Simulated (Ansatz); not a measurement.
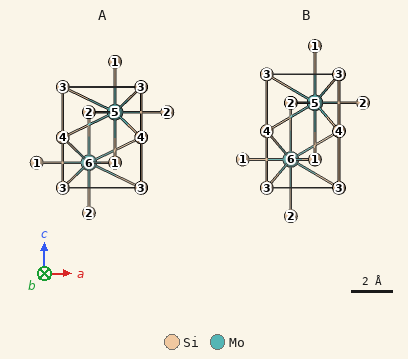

Two geometries of solid Si$_{2}$Mo (built on the Cs2Pt-194 type type), drawn at one scale. One is the start of a relaxation, the other its converged end. Style: ball-and-stick. Shown: the cell of the calculation, along the b axis.

Level of theory: DFT, PBEsol, plane waves, PAW (Ansatz). Set-up: plane-wave cutoff 420 eV; k-point mesh 6 × 6 × 4; occupations fermi dirac; smearing width 0.03 eV; no spin polarisation; cell and atoms relaxed; force threshold 0.01 eV/Å; at most 120 steps.

Q: Which geometry has the lower energy?

A: Structure A is the relaxed one. The atoms keep their places relative to the cell (all moves are under 0.005 Å). The volume changes by +4.8 %, with a = b 4.078 → 4.428 Å (+8.6 %), c 5.546 → 4.932 Å (−11.1 %). Near-neighbour distances that change, for instance: Si1–Mo5 2.773 → 2.466 Å, Si3–Si4 2.773 → 2.466 Å, Si1–Mo6 2.354 → 2.556 Å, Si3–Mo5 2.732 → 2.838 Å. The space group stays P6_3/mmc (No. 194). The energy falls by 188 meV per atom in 5 accepted moves (8 points after the start). All forces vanish by symmetry, so only the cell relaxes. The pressure goes from 14.23 to 0.00 GPa. The line search rejected the trial step at point 3 of the run. At 2 points the geometry stayed and the basis and grid were re-selected for the new cell (energy shift of 1.0 meV per atom at most each time). Cost: 12 s on 2 threads of Arm Neoverse V2 (shared host), peak memory 0.38 GiB.
